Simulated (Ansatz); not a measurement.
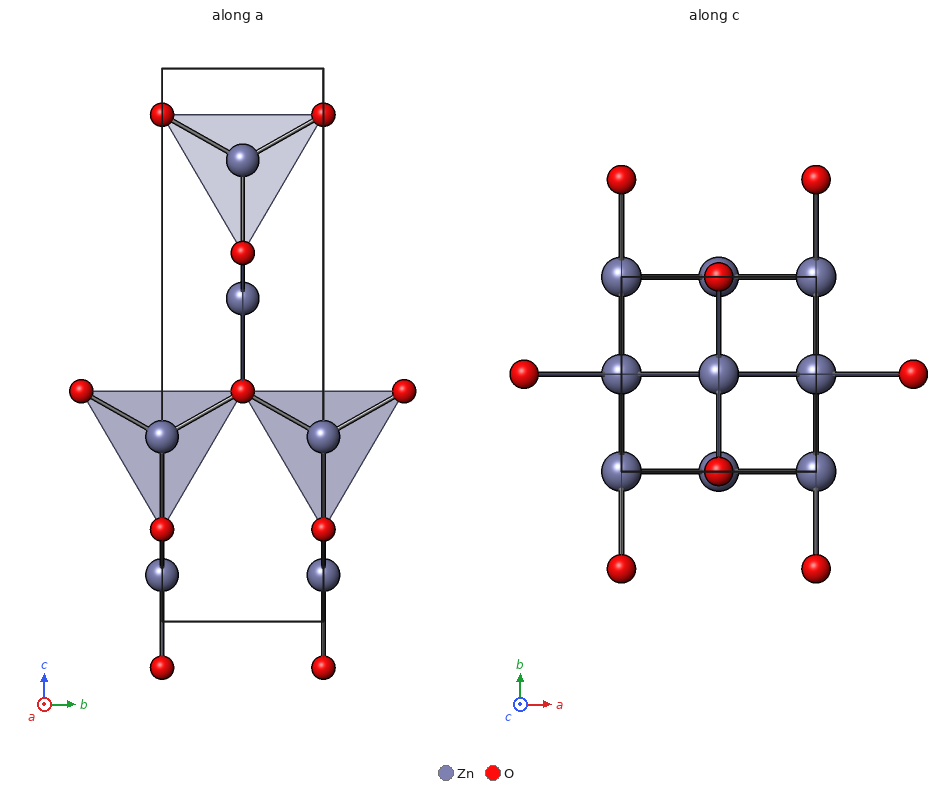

Shown here is a polyhedral view of the crystal, taken along the a axis and along the c axis. Atoms at the boundary of the conventional unit cell (the box) are drawn once for each face, edge or corner they touch. Some atoms of the next cells are drawn as well.

ZnO, space group I4_1md (No. 109), a = 3.31 Å, b = 3.31 Å, c = 11.33 Å, α = 90.00°, β = 90.00°, γ = 90.00°.

Computed with Ansatz 0.2.0, DFT PBE, scalar-relativistic, plane waves, PAW. Settings: a basis cut at 420 eV, k-points about 0.17 Å⁻¹ apart, Gaussian smearing of 0.02 eV, no spin polarisation.

**Classify it as metallic or gapped, with the value.**

A semiconductor at this level, with a gap of 0.59 eV, direct.

**Would the cell expand or shrink if it could?**

The computed pressure is 0.0 GPa, close to zero.

The structure was taken from a structure type filled with these elements by a generator (whether the compound takes this form wasn't checked). Earlier steps of the study may have refined or changed the cell and positions. A calculation with Ansatz used it as input.
